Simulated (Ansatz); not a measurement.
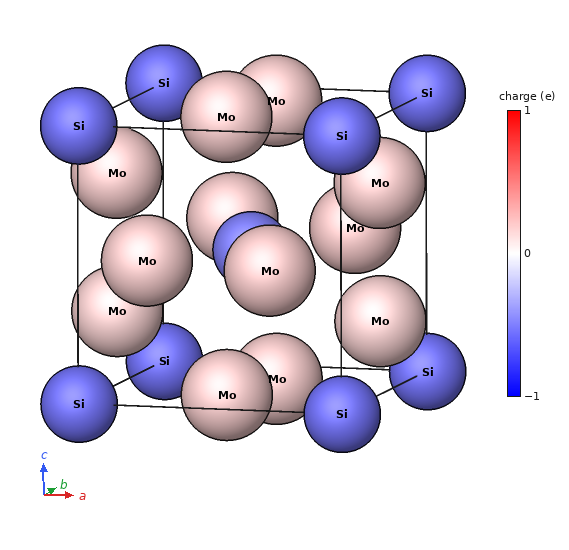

Structure drawing (spheres-only), viewed slightly off an axis. Atoms at the boundary of the simulation cell (the box) are drawn once for each face, edge or corner they touch. The atoms of this SiMo₃ cell are coloured by their Bader charge.

Computational set-up: DFT, PAW plane waves, PBE (Ansatz), wavefunction cutoff 420 eV, Brillouin-zone sampling on a 4×4×4 mesh, Fermi-Dirac smearing of 0.1 eV, no spin polarisation.

What charges do the elements carry?

Answer. Most positive: Mo; most negative: Si. Charges: about Si -0.5 e; Mo +0.1 to +0.2 e.

Provenance: a known structure type with the cell strained and the atoms shaken on purpose; not relaxed. Ansatz was used for an electronic-structure calculation on it.

At this level of theory the cell isn't at rest (forces up to 1.8 eV/Å), so its distances can differ from those at equilibrium, the more so the softer the solid.
